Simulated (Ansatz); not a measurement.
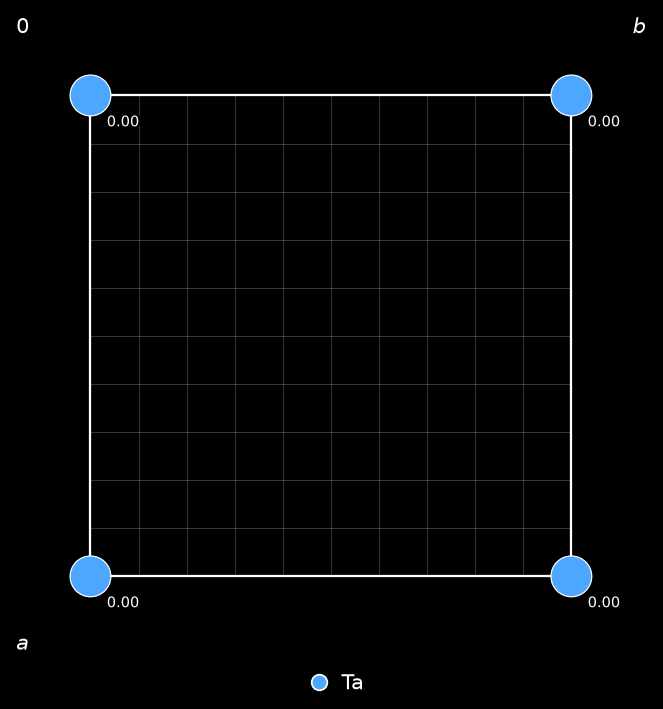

Plan of a unit cell projected along c (a down the page, b across); the numbers are heights as fractions of c, and atoms on the cell's edges are repeated. The grid marks tenths of a and b. Source: the input geometry of an electronic-structure calculation (not necessarily at equilibrium); the starting structure was generated, so it need not be a known form of this composition. All values are computed from the atomic coordinates in the standard setting (tolerance 0.002 Å).

a = 2.684 Å, b = 2.684 Å, c = 2.684 Å, α = 90.00°, β = 90.00°, γ = 90.00°.

Question: What does the cell contain?

Answer: 1 Ta: Ta, Z = 1.

Question: Give the fractional coordinates of all atoms, to two places.

Answer:
```
atom     x     y     z
  Ta  0.00  0.00  0.00
```
